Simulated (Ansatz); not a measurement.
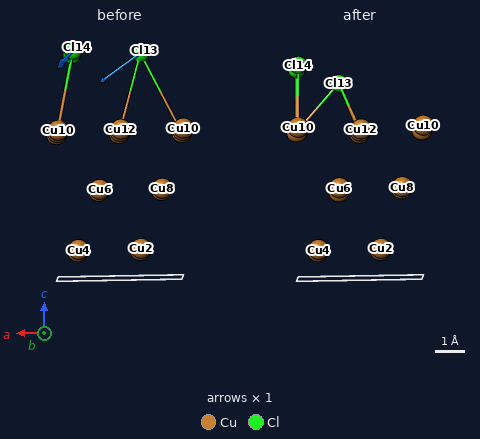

The structure of a slab of composition Cu$_{6}$Cl (cut from the Fm-3m phase) before (left) and after (right) a constrained relaxation, at one scale. The blue arrows give the displacements, at their true length.

Style: ball-and-stick. Shown: the cell of the calculation, outlined in the plane, without the vacuum, from a free direction.

Case: 1 Cl2 a cell, flat, over a hollow Cu-Cu-Cu site. The slab is the (1 1 1) face of Cu with Cl2 on it. 4 atoms are held fixed.

These are results of DFT PBE+D3(BJ), scalar-relativistic, plane waves, PAW (Ansatz 0.2.0), not measurements. Settings: plane-wave cutoff 420 eV; k-point mesh 4 × 4 × 1; occupations gaussian; smearing width 0.1 eV; no spin polarisation; dipole correction; atoms relaxed in a fixed cell; force threshold 0.04 eV/Å; at most 100 steps.

> What changed between the two?

The largest move is that of a Cl atom, 1.80 Å at 54° to the normal (−c side). By element the largest moves are Cl 1.80 Å, Cu 0.10 Å. The lattice vectors keep their values. Among the contacts that change: Cl–Cu 4.024 → 2.267 Å, Cl–Cl 1.998 → 2.964 Å, Cl–Cu 3.138 → 2.267 Å, Cl–Cu 2.842 → 2.190 Å. New bonds form: Cl–Cu (4.02 → 2.27 Å). Bonds break: Cl–Cl (2.00 → 2.96 Å). The energy falls by 2.140 eV per cell of the calculation in 18 accepted moves (20 points after the start). Largest force component: 2.3 eV/Å at the start, 0.0013 eV/Å at the end. 2 steps only repeated the SCF at the same geometry. The forces were under the threshold at step 16, but the run went on from there. The run took 18 min on 4 threads of Arm Neoverse N1, with other jobs on the host, peak memory 2 GiB.

Limits of the set-up: the periodic images lie only 5.0 Å apart, so the values are limited by the cell's size.
